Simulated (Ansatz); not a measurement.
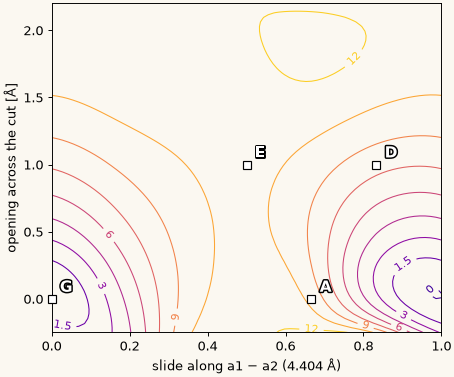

C (R-3m, No. 166; 10 atoms in the cell). Rigid slide and opening across a plane, one cut a cell; the plane is (0 1 2) of the conventional cell. Coordinates scanned: (1) slide along a1 − a2 (4.404 Å); (2) opening across the cut. Nothing is relaxed (rigid halves). Grid: 6 × 5 points. Points are written as (first, second). Energies: J/m², counted from the lowest grid point. The band gap closes in part of the range. Theory: DFT PBE+D3(BJ), scalar-relativistic, plane waves, PAW (Ansatz 0.2.0). Settings: cutoff 520 eV, k-mesh 7×11×3 in the order of the run's cell vectors, gaussian smearing 0.05 eV, no spin polarisation.

In the figure: contour lines labelled in J/m², lettered points. Between grid points the surface is interpolated.

What kind of point is each of D, G: minimum, saddle, maximum or slope?

Answer. D: on a slope; G: minimum. (In these two coordinates alone; a stationary point may lie a little off the grid point.)

Rank the lettered points by energy, lowest first.

Answer. G (0.0 J/m²), D (8.0 J/m²), A (10.0 J/m²), E (11.0 J/m²).

PAW datasets: the set soft_1.
